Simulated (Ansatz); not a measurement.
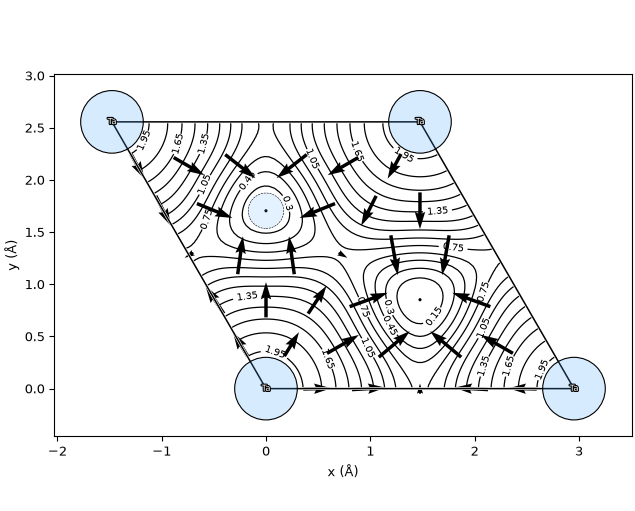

Energy landscape of S on a Ta(111) slab cut from the Fm-3m phase, its upper half relaxed before the scan (3 atoms of substrate and one adsorbate in a 1 × 1 cell). 
- S is moved over the surface cell; relaxed at each place: the height of the adsorbate's atoms; substrate rigid; the origin of the map has the adsorbate above Ta3.
- Places are given modulo a cell vector. The map is drawn in real space over the plane of the surface.
- Grid: 6 × 6 points; 10 points were computed and 26 follow by symmetry.
- Energies are in eV, from the lowest grid point.
- With one adsorbate in each 1 × 1 cell, its nearest image is 3.0 Å away, so neighbouring adsorbates interact.
- The calculation used DFT PBEsol, scalar-relativistic, plane waves, PAW (Ansatz 0.2.0). Settings: cutoff 420 eV, k-mesh 9×9×1, gaussian smearing 0.1 eV, no spin polarisation.

The picture shows contour lines labelled in eV, arrows along the force (downhill), their lengths compressed, labelled circles for the atoms of the top layer and small ones for the second layer, the outline of one cell of the plane. Between grid points the surface is interpolated. 

Q: Describe this landscape.

A: The lowest grid point is at a threefold hollow over a third-layer Ta atom, (4/6, 2/6) of the cell vectors. There is a further well near a threefold hollow over a second-layer Ta atom, (2/6, 4/6) of the cell vectors (0.16 eV above the lowest at that grid point). The highest grid point, the top site over a surface Ta atom, (0/6, 0/6) of the cell vectors, lies 2.08 eV above the lowest. On the interpolated surface the easiest way out of the lowest well to the well at a threefold hollow over a second-layer Ta atom, (2/6, 4/6) of the cell vectors passes a barrier of about 0.73 eV. At the lowest point the adsorbate has 3 Ta at 2.40 Å as nearest neighbours, at the highest 1 Ta at 2.27 Å. Its relaxed height above the top atom is 1.69 Å at the lowest and 2.27 Å at the highest point.

The whole map (10 points run) took 5.8 min on 1 thread of Intel(R) Xeon(R) Platinum 8375C CPU @ 2.90GHz (Ice Lake), with other jobs on the host.
